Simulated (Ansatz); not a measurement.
```
La O
1.0
     6.47589    0.00000    0.00000
    -3.23794    5.60828    0.00000
     0.00000    0.00000    3.30874
La O
2 3
Direct
  0.33333 0.66667 0.49998
  0.66667 0.33333 0.50002
  0.50001 0.50001 0.00000
  0.49999 0.00000 0.00000
  0.00000 0.49999 0.00000
```

Space group P6/mmm; started from the La2O3 prototype; changed on purpose from its base cell (volume × 1.040); computed pressure about −3 GPa in this cell.

Computed with Ansatz, DFT PBE, scalar-relativistic, plane waves, PAW.

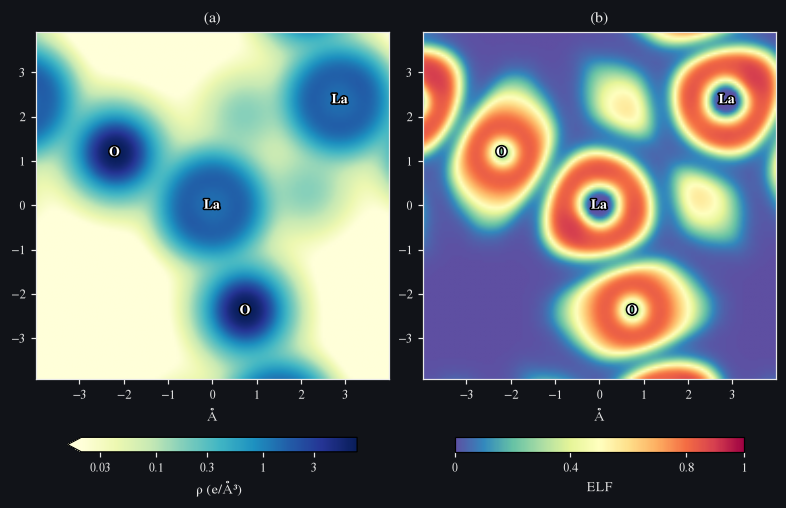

La2O3. (a) valence charge density (pseudo); (b) electron localisation function on the (111) plane of the conventional cell.

The density is the valence pseudo-density of a PAW calculation; it isn't the true density close to the nuclei.

> What do the fields say about this system?

- The section cuts through La and O sites.
- La–O (2.50 Å): ρ is about 0.39 e/Å³ halfway; the ELF is about 0.20 at the midpoint: a closed-shell, largely ionic contact.
- The density dies away to nearly zero in the voids.
- The features right at La lie inside the PAW spheres, where the map follows smoothed inner orbitals and isn't to be read closely.

> Metal or insulator at this level of theory?

It is gapped, with a Kohn–Sham gap of 1.8 eV on the k-point mesh (the band edges may lie off the mesh, which would make the gap smaller).
